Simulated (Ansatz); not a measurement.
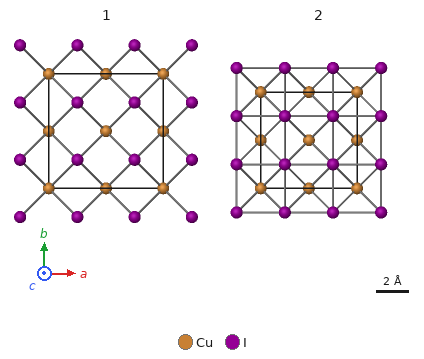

Two geometries of a crystal of CuI2 (a generated structure, set up in Fm-3m), drawn at one scale. One is the start of a relaxation, the other its converged end. Style: ball-and-stick. Shown: the conventional cell (4 times the calculation's cell), along the c axis. Lengths and directions refer to the drawn axes.

Computed with DFT, PBE, PAW with Ansatz's default frozen-core files, scalar-relativistic (Ansatz 0.2.0). (plane-wave cutoff 420 eV; k-point mesh 12 × 12 × 12; occupations fermi dirac; smearing width 0.03 eV; no spin polarisation; cell and atoms relaxed; force threshold 0.005 eV/Å; at most 80 steps)

**Which of the two is the end point?**

Structure 1 is the relaxed one. Case: cell and atoms relaxed from a first guess. After 8 accepted moves (11 points after the start) the energy has fallen by 1386 meV per atom. All forces vanish by symmetry, so only the cell relaxes. Pressure: 56.88 GPa at the start and 0.00 GPa at the end. The SCF was repeated 3 times at an unchanged geometry on a basis and grid sized afresh for the cell, which shifted the energy by 50.5 meV per atom at most. The atoms keep their places relative to the cell (all moves are under 0.005 Å). Cell: a = b = c 6.034 → 7.172 Å (+18.9 %). Volume +67.9 %. Some distances before and after: I–I 3.017 → 3.586 Å, Cu–I 2.613 → 3.106 Å. The space group stays Fm-3m (No. 225).

Limits of the set-up: an odd number of electrons was run without spin polarisation, which fails if the electron would localise.
